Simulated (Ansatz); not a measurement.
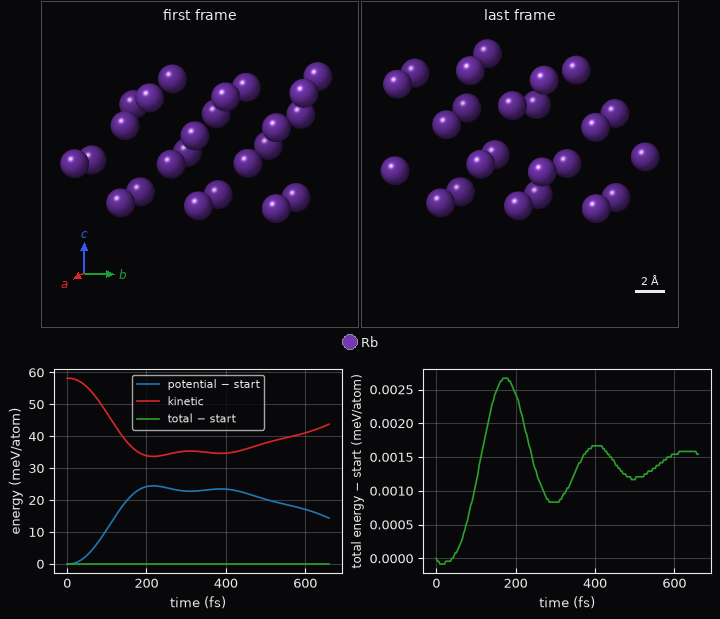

Molecular dynamics of a slab of Rb(100) (24 atoms in the cell), 660 fs long. It starts from the last geometry of an earlier run, with fresh velocities. The picture is a spheres-only view of the simulation cell, with the vacuum cut short, seen slightly off an axis.

These are results of DFT PBE-D3(BJ), scalar-relativistic, plane waves, PAW in Ansatz, not measurements. Settings: plane-wave cutoff 420 eV; k-point mesh 2 × 1 × 1; Fermi-Dirac smearing 0.1 eV; low-accuracy preset; 6 atoms held fixed; constant energy (NVE); velocities drawn for 600 K; time step 3 fs.

Is this trajectory numerically sound?

Answer. The total energy stays between −8.3e−05 and 0.0027 meV per atom of its start. A straight-line fit has a slope that amounts to +0.00058 meV per atom over 660 fs (under 0.1 % of the mean kinetic energy), its mean offset in the second half is under 0.1 %, and the ripple about the line is under 0.1 % of the kinetic energy's fluctuation. With a drift under 2 % and a ripple under 7 %, the integration is accurate. The mean temperature in the second half is 392 K (standard deviation 29 K). The potential energy is still drifting at the end, so the run hasn't reached equilibrium. The potential energy in the second half lies on average 20.2 meV per atom above the first frame.

Limits of the set-up: the program's low-accuracy preset was used.

Cost: 30 min on 4 threads of Intel(R) Xeon(R) CPU @ 2.80GHz (Skylake/Cascade Lake), on a shared host, peak memory 5.7 GiB.
